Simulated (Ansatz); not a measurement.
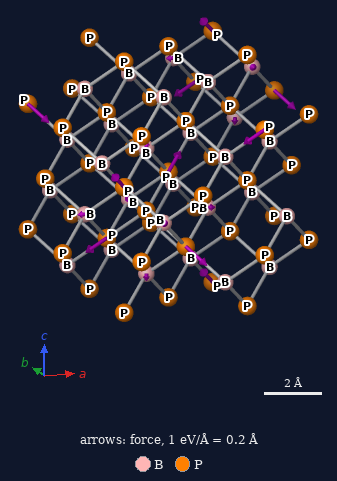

Starting geometry of a defect cell of composition B16P17 with the computed forces as purple arrows. The picture is a ball-and-stick view of the atoms within 5.8 Å of the atom that moves most (axes of the conventional cell (2 times the calculation's cell) (origin shifted)), seen slightly off an axis. Lengths and directions refer to the drawn axes.

Case: P interstitial, charge +0, atoms relaxed at the host's cell.

Theory: DFT PBE, scalar-relativistic, plane waves, PAW in Ansatz.

The input:
```yaml
crystal:
  lattice:
    - [-4.5481927936, 4.5481927936, -4.5481927936]
    - [4.5481927936, -4.5481927936, -4.5481927936]
    - [-4.5481927936, -4.5481927936, 4.5481927936]
  atoms:
    - { symbol: B, position: [0.0, 0.25, 0.75] }
    - { symbol: B, position: [0.75, 0.25, 1.0] }
    - { symbol: B, position: [0.5, 0.25, 0.25], spin: 0.091 }
    - { symbol: B, position: [0.25, 0.0, 0.75] }
    - { symbol: B, position: [0.25, 0.25, 0.5], spin: 0.091 }
    - { symbol: B, position: [1.0, 1.0, 1.0] }
    - { symbol: B, position: [0.75, 0.0, 0.25] }
    - { symbol: B, position: [0.5, 0.75, 0.75], spin: 0.091 }
    - { symbol: B, position: [0.5, 0.0, 0.5] }
    - { symbol: B, position: [0.25, 0.75, 1.0] }
    - { symbol: B, position: [0.0, 0.75, 0.25] }
    - { symbol: B, position: [0.75, 0.5, 0.75], spin: 0.091 }
    - { symbol: B, position: [0.75, 0.75, 0.5], spin: 0.091 }
    - { symbol: B, position: [0.5, 0.5, 1.0] }
    - { symbol: B, position: [0.25, 0.5, 0.25], spin: 0.091 }
    - { symbol: B, position: [0.0, 0.5, 0.5] }
    - { symbol: P, position: [0.0, 0.5, 0.75] }
    - { symbol: P, position: [0.75, 0.5, 0.0] }
    - { symbol: P, position: [0.5, 0.5, 0.25], spin: 0.091 }
    - { symbol: P, position: [0.25, 0.25, 0.75] }
    - { symbol: P, position: [0.25, 0.5, 0.5], spin: 0.091 }
    - { symbol: P, position: [0.0, 0.25, 0.0] }
    - { symbol: P, position: [0.75, 0.25, 0.25] }
    - { symbol: P, position: [0.5, 0.0, 0.75] }
    - { symbol: P, position: [0.5, 0.25, 0.5], spin: 0.091 }
    - { symbol: P, position: [0.25, 0.0, 0.0] }
    - { symbol: P, position: [0.0, 0.0, 0.25] }
    - { symbol: P, position: [0.75, 0.75, 0.75], spin: 0.091 }
    - { symbol: P, position: [0.75, 0.0, 0.5] }
    - { symbol: P, position: [0.5, 0.75, 0.0] }
    - { symbol: P, position: [0.25, 0.75, 0.25] }
    - { symbol: P, position: [0.0, 0.75, 0.5] }
    - { symbol: P, position: [0.5, 0.5, 0.5], spin: 0.091 }
  host:
    lattice:
      - [0.0, 2.2740963968, 2.2740963968]
      - [2.2740963968, 0.0, 2.2740963968]
      - [2.2740963968, 2.2740963968, 0.0]
    atoms:
      - { symbol: B, position: [0.0, 0.0, 0.0] }
      - { symbol: P, position: [0.25, 0.25, 0.25] }
basis:
  ecutwfc: 420
  xc_grid: 2
kpoints:
  mp_grid: { grid: [3, 3, 3], shift: [0.0, 0.0, 0.0] }
hamiltonian:
  xc: pbe
scf:
  occupations: { method: gaussian, width: 0.01 }
output:
  forces: true
  stress: false
  eigenvalues: true
  populations: true
  charged_corrections:
    defect_position: [0.5, 0.5, 0.5]
    epsilon: [[9.2563, 0.0, 0.0], [0.0, 9.2563, 0.0], [0.0, 0.0, 9.2563]]
  write_density: true
  write_potential: true
  elf: true
  volumetric_format: npy
magnetization:
  spin_polarized: true
relax:
  adjacent_minimum: "off"
  f_tol: 0.025
  max_steps: 45
```

Command:
```bash
ansatz run input.yaml --threads 4 --pin off --max-ram 8192MiB --backend cpu --events-out ev --progress --plain --runs-dir out
```

Question: What follows when this structure is relaxed?

Answer: It isn't relaxed: the largest force vector, on P atoms, is 5.39 eV/Å. The atoms end up moving mostly along the starting forces (cosine between the two patterns 0.86). The largest moves, 0.24 Å, are those of P19, P21, P25 and P28. P28 goes along [1 1 1]. By element the largest moves are P 0.24 Å, B 0.17 Å. The lattice vectors keep their values. Near-neighbour distances that change, for instance: P19–P33 1.969 → 2.209 Å, B12–P25 1.969 → 2.073 Å, B14–P19 1.969 → 1.903 Å, B12–P17 1.969 → 1.937 Å. Bond angles that change, for instance: P21–B5–P25 109.5° → 120.9°, B8–P28–B12 109.5° → 103.2°, B6–P28–B8 109.5° → 115.2°. After 4 geometry steps the energy has fallen by 2.609 eV per cell of the calculation. Largest force component: 3.1 eV/Å at the start, 0.0021 eV/Å at the end.

Limits of the set-up: the periodic images lie only 7.9 Å apart, so the values are limited by the cell's size.
